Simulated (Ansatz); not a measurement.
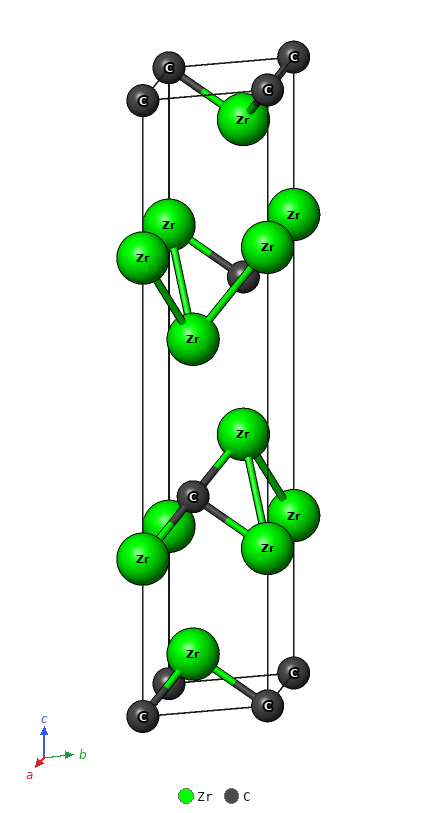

A ball-and-stick rendering, viewed slightly off an axis. The edges of the conventional unit cell are marked. Cell: a = 3.34 Å, b = 3.34 Å, c = 16.15 Å, α = 90.00°, β = 90.00°, γ = 120.00°.

The structure comes from a structure type filled with these elements by a generator (whether the compound takes this form wasn't checked). Earlier steps of the study may have refined or changed the cell and positions. A calculation with Ansatz used it as input.

Question: Caption:

Answer: The structure is one of Zr2C. Its lattice is rhombohedral (trigonal R), its space group R-3m (No. 166). Cell content 6 Zr, 3 C; Z = 3. Within bonding distance, the neighbour counts come to Zr 6 and C 6. Not all metal-metal contacts are counted.

Level of theory and settings: DFT PBE, scalar-relativistic, plane waves, PAW in Ansatz, a kinetic-energy cutoff of 420 eV, k-points about 0.12 Å⁻¹ apart, Gaussian smearing of 0.1 eV, no spin polarisation.

Question: Does it come out as a metal, or with a gap?

Answer: A metal: bands cross the Fermi level.

Question: What charge does Bader's analysis assign to each element?

Answer: Zr +1.08 e; C -2.16 e.

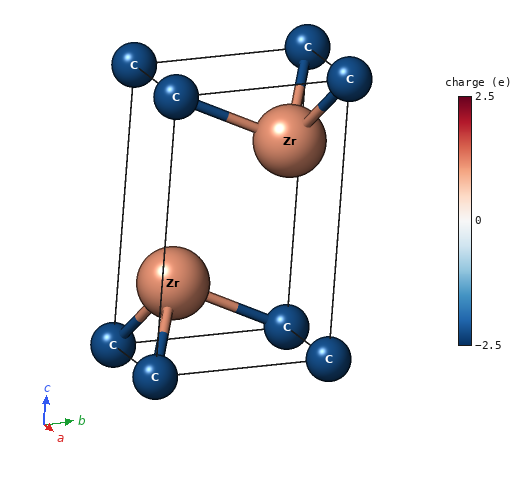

The atoms coloured by those charges. The run's cell of 3 atoms is drawn in a reduced setting, so axes and origin can differ from the first picture.

Question: Can this geometry be taken as optimised?

Answer: Yes. All forces vanish to within 0.01 eV/Å. The pressure is 0.0 GPa, close to zero.
